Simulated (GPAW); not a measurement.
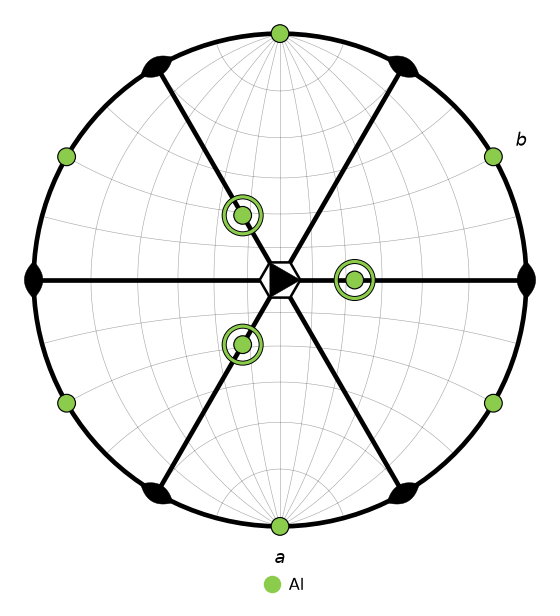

Crystal: Al, a cell listed in the Materials Project, as set up for an electronic-structure calculation. Directions from one aluminium atom at (1/3, 2/3, 1/4) to its bonded neighbours, in stereographic projection down c (filled: above the plane of the page or in it, open: below). All values are computed from the atomic coordinates in the standard setting (tolerance 0.002 Å).

Neighbours are counted up to 2.95 Å for Al. The symmetry elements of the site are drawn in: heavy lines are mirror planes (a heavy rim: a mirror in the plane of the page); lens, triangle, square and hexagon are 2-, 3-, 4- and 6-fold axes, a lens in an open square is −4, a triangle in an open hexagon −6; thin dashed diameters join the ends of axes that lie in the page; a small open circle marks inversion.

```cif
data_structure
_symmetry_space_group_name_H-M 'P 1'
_symmetry_Int_Tables_number 1
_cell_length_a 2.8125
_cell_length_b 2.8125
_cell_length_c 4.8669
_cell_angle_alpha 90.000
_cell_angle_beta 90.000
_cell_angle_gamma 120.000
_cell_volume 33.34
loop_
_atom_site_label
_atom_site_type_symbol
_atom_site_fract_x
_atom_site_fract_y
_atom_site_fract_z
_atom_site_occupancy
Al1 Al 0.33333 0.66667 0.25000 1
Al2 Al 0.66667 0.33333 0.75000 1
```

How many neighbours are there, and at what angles?

12: 6 Al at 2.81 Å, 6 Al at 2.93 Å. Angles between bonds: 57° (6×), 60° (6×), 61° (12×), 90° (12×), 113° (3×), 119° (12×), 120° (6×), 148° (6×), 180° (3×).

What is the site's symmetry in the crystal?

Point group -6m2 (D3h), order 12: one −6 axis, three twofold axes, four mirror planes. In P6_3/mmc, No. 194 this is Wyckoff position 2c.
